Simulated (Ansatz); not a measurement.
BAs (space group F-43m, No. 216): the end point of a relaxation with Ansatz, DFT PBE, scalar-relativistic, plane waves, PAW.

```
B As
1.0
     4.80882    0.00000    0.00000
     0.00000    4.80882    0.00000
     0.00000    0.00000    4.80882
B As
4 4
Direct
  0.00000 0.00000 0.00000
  0.00000 0.50000 0.50000
  0.50000 0.00000 0.50000
  0.50000 0.50000 0.00000
  0.25000 0.25000 0.75000
  0.25000 0.75000 0.25000
  0.75000 0.25000 0.25000
  0.75000 0.75000 0.75000
```

Bonds are taken as As–B below 2.3 Å. Simplification: prune 0- and 1-connected atoms, fold 2-connected ones into links.

What net does this leave?

The result is a uninodal 4-connected, three-periodic net: B and As are 4-connected nodes. It is the dia net, known from diamond, zinc blende and cristobalite. It is a single net, without interpenetration.

```json
{"node": "B and As", "links": "4", "point symbol": "6⁶", "coordination sequence": "4 12 24 42 64 92"}
```

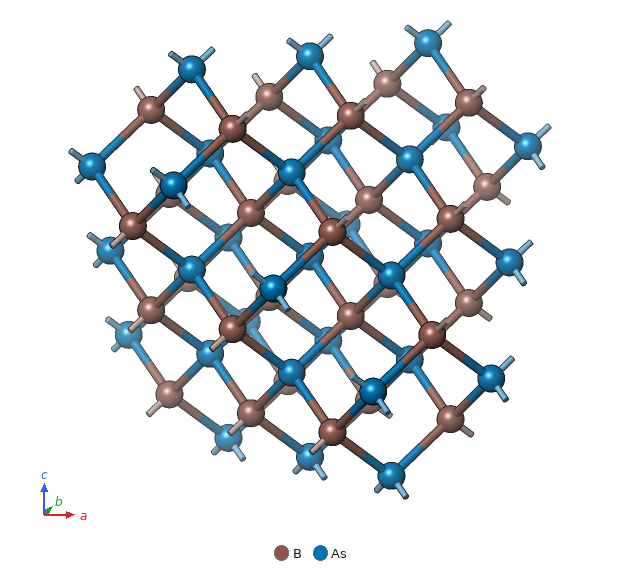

Nodes are coloured by element. Short stubs are edges that leave the cut-out.
